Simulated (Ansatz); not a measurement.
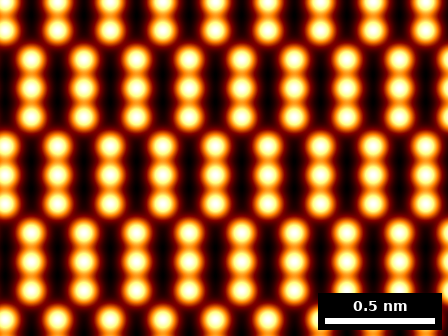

Z-contrast image of Ti (P6/mmm, No. 191). Simulated incoherent Z contrast: every atom adds Z^1.6 spread by a probe of 0.87 Å full width; channelling and multiple scattering are left out. The probe carries 25 % of its weight in a tail 2.5 times as wide. The display is stretched by a gamma of 0.65; percentages refer to the linear signal. Structure: the geometry relaxed with DFT, RPBE, plane waves (420 eV) with PAW, scalar-relativistic in Ansatz; the starting structure was generated, so it need not be a known form of this composition.

```
CELL_PARAMETERS angstrom
4.62874 0.00000 0.00000
-2.31437 4.00861 0.00000
0.00000 0.00000 2.85676
ATOMIC_POSITIONS crystal
Ti 0.00000 0.00000 0.00000
Ti 0.33333 0.66667 0.50000
Ti 0.66667 0.33333 0.50000
```

> Which beam direction gives this image, [210], [101], [310] or [201]? (Directions equivalent by symmetry count as one.)

[101]. The projected cells are 2.31 × 2.86 Å, 90° for [210]; 2.43 × 4.19 Å, 107° for [101]; 1.52 × 2.86 Å, 90° for [310]; 1.36 × 1.50 Å, 117° for [201], and the image repeats as the [101] one does.
